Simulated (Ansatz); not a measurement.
ZnO

```cif
data_structure
_symmetry_space_group_name_H-M 'P 1'
_symmetry_Int_Tables_number 1
_cell_length_a 2.6374
_cell_length_b 2.6374
_cell_length_c 2.6374
_cell_angle_alpha 90.000
_cell_angle_beta 90.000
_cell_angle_gamma 90.000
_cell_volume 18.34
loop_
_atom_site_label
_atom_site_type_symbol
_atom_site_fract_x
_atom_site_fract_y
_atom_site_fract_z
_atom_site_occupancy
Zn1 Zn 0.00000 0.00000 0.00000 1
O1 O 0.50000 0.50000 0.50000 1
```

Space group Pm-3m; a structure from a database of computed crystals, not necessarily the ambient phase; started from the CsCl-221 prototype, which need not be the ambient phase.

All numbers below come from Ansatz, DFT, r2SCAN+rVV10, plane waves, PAW.

What will maps of the valence pseudo-density and electron localisation function show?

Answer. Zn–O (2.28 Å): ρ at the midpoint is about 0.31 e/Å³; the ELF peaks at about 0.80 in the valence shell of O, 0.6 Å from its nucleus, and drops to about 0.10 between the two atoms; no localised pair shows between them.

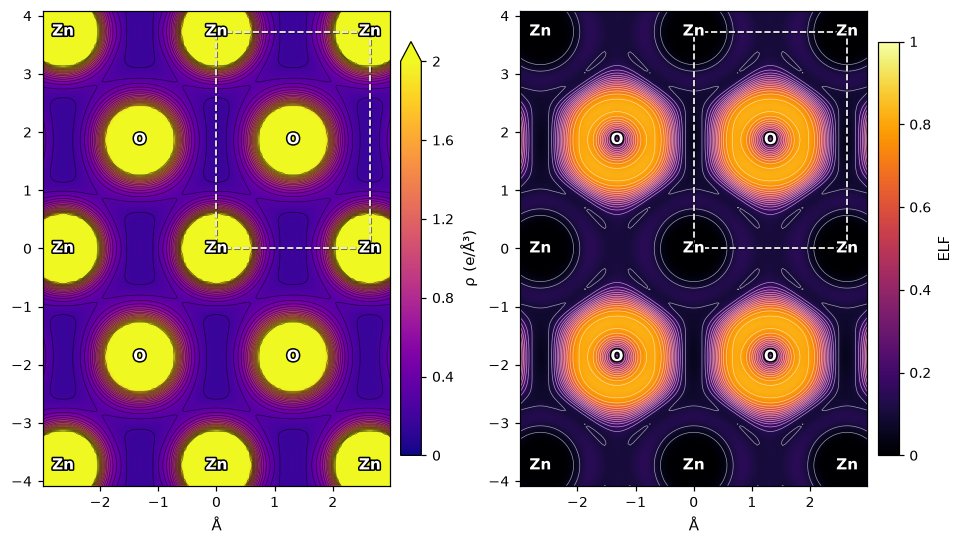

Computed valence pseudo-density and electron localisation function on the (110) plane of the conventional cell, in this order. 
